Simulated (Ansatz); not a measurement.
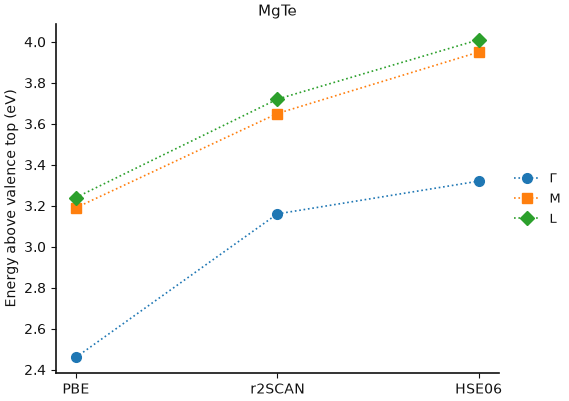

Lowest conduction level at each named k point, counted from the valence-band top at Γ, by several methods on one cell of wurtzite MgTe, space group P6_3mc, 4 atoms in the cell, relaxed with r2SCAN; a = 4.578 Å, c = 7.456 Å (hexagonal axes). All runs are without spin-orbit coupling and carry no moments.

| method | program | Γ (eV) | M (eV) | L (eV) |
| --- | --- | --- | --- | --- |
| PBE | Ansatz | 2.46 | 3.19 | 3.24 |
| r2SCAN | Ansatz | 3.16 | 3.65 | 3.72 |
| HSE06 | Ansatz | 3.32 | 3.95 | 4.01 |

**What does G0W0@PBE give? It was run as: PBE, Ansatz PAW set, 6×6×2 k mesh, 420 eV cutoff, fixed occupations (Ansatz 0.2.0), G0W0 with empty bands 508, screening cutoff 140 eV and frequency treatment contour deformation.**

It starts from PBE, whose row gives 2.46 eV at Γ. G0W0@PBE gives 3.68 eV at Γ, 4.32 eV at M and 4.38 eV at L, which is +1.22 eV from PBE at Γ.

**Does G0W0@PBE shift these levels rigidly from PBE?**

The shifts are +1.22 eV at Γ, +1.13 eV at M and +1.14 eV at L, and at points that aren't plotted +1.25 eV (A), +1.05 eV (K) and +1.23 eV (H): over the named points that both runs hold, a spread of 0.20 eV on a mean of 1.17 eV, so one shift describes them only roughly. Over all 12 corrected points, named or not, the shifts from that run's own start go from +1.04 to +1.32 eV.

**How do the methods rank at Γ?**

From low to high: PBE 2.46, r2SCAN 3.16, HSE06 3.32, G0W0@PBE 3.68 eV.

Settings. PBE: Ansatz PAW set, 6×6×4 k mesh, 420 eV cutoff, Fermi-Dirac smearing of 0.02 eV (Ansatz). r2SCAN: Ansatz PAW set, 6×6×4 k mesh, 500 eV cutoff, fixed occupations (Ansatz 0.2.0). HSE06: Ansatz PAW set, 6×6×2 k mesh, 420 eV cutoff, fixed occupations (Ansatz 0.2.0).

Spin-orbit coupling is left out, which matters for Te. LDA, GGA and most meta-GGA functionals understate gaps. r2SCAN and HSE06: the PAW data sets were made with another functional. HSE06: the k mesh is coarse, so the values aren't converged, least of all with exact exchange. G0W0@PBE: the k mesh is coarse, so the values aren't converged. The GW values are at finite bands, cutoffs and mesh, short of the basis limit.
